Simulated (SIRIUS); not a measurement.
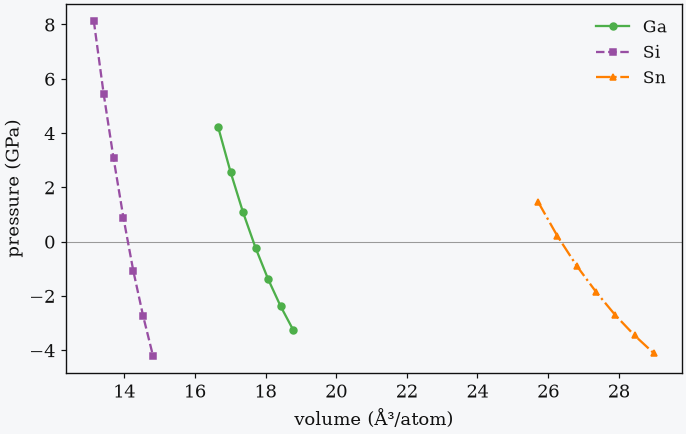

The figure shows the pressure against volume, with one curve for each element, for Ga, Si and Sn (all in space group I4/mmm (No. 139)).

Computed with SIRIUS 7.10.0: plane-wave DFT, no spin polarisation; energies at scaled volumes of the given cell, shape and fractions fixed, counted from the fit's minimum, third-order Birch-Murnaghan fit. Level: PBEsol.

occupations Fermi–Dirac; smearing width 0.05 eV; potentials dojo sr pbesol 0.4.1 standard.

Settings that differ: Ga: density cutoff 4410 eV, wave cutoff 1100 eV, k mesh 13×13×13; Si: density cutoff 1960 eV, wave cutoff 490 eV, k mesh 13×13×13; Sn: density cutoff 3930 eV, wave cutoff 983 eV, k mesh 10×10×10.

> Order the curves by fitted equilibrium volume, smallest first.

Si 14.110, Ga 17.663, Sn 26.368 Å³/atom.

> Order the curves by fitted bulk modulus, smallest first.

Sn 55.0, Ga 62.3, Si 97.1 GPa.

> For Ga: how does the pressure vary with volume?

It falls from 4.24 GPa at volume 16.66 Å³/atom to −3.25 GPa at 18.78 Å³/atom, and changes sign near 17.66 Å³/atom.

> For Si: how does the pressure vary with volume?

It falls from 8.13 GPa at volume 13.14 Å³/atom to −4.22 GPa at 14.82 Å³/atom, and changes sign near 14.10 Å³/atom.

Note: shape and atomic fractions are frozen while scaling, which makes layered, chain and framework solids too stiff.
